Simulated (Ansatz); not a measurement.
```
Ni Al
1.0
     2.86034    0.00000    0.00000
     0.00000    2.86034    0.00000
     0.00000    0.00000    2.86034
Ni Al
1 1
Direct
  0.50000 0.50000 0.50000
  0.00000 0.00000 0.00000
```

Space group Pm-3m; the program warned that a starting moment wasn't kept; spin-polarised, but the moments vanished.

Level of theory: Kohn-Sham DFT of a periodic cell, PBE with D4, Ansatz PAW (Ansatz).

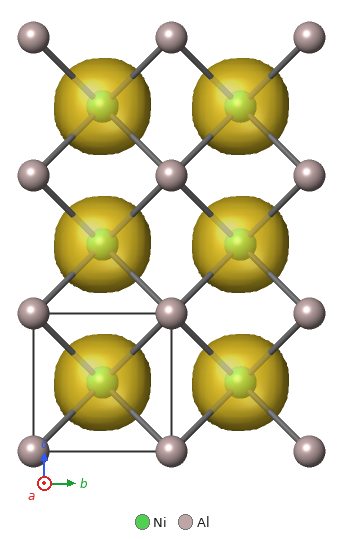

AlNi. Isosurface of the valence electron density at 0.4 e/Å³ (yellow), seen along the a axis. Sticks mark near contacts.

In a PAW calculation such maps are meaningful between the atoms, not at the nuclei.

Q: Which contacts does the surface bridge?

A: At this value the density breaks into separate islands; it holds about 80 % of the electrons treated as valence (semicore included). It bridges none of the near contacts. It is pinched off along the shortest Al–Ni (2.48 Å) contacts. On the grid the lowest density along these lines, outside the cores, is 0.25 e/Å³ (Al–Ni, 2.48 Å).
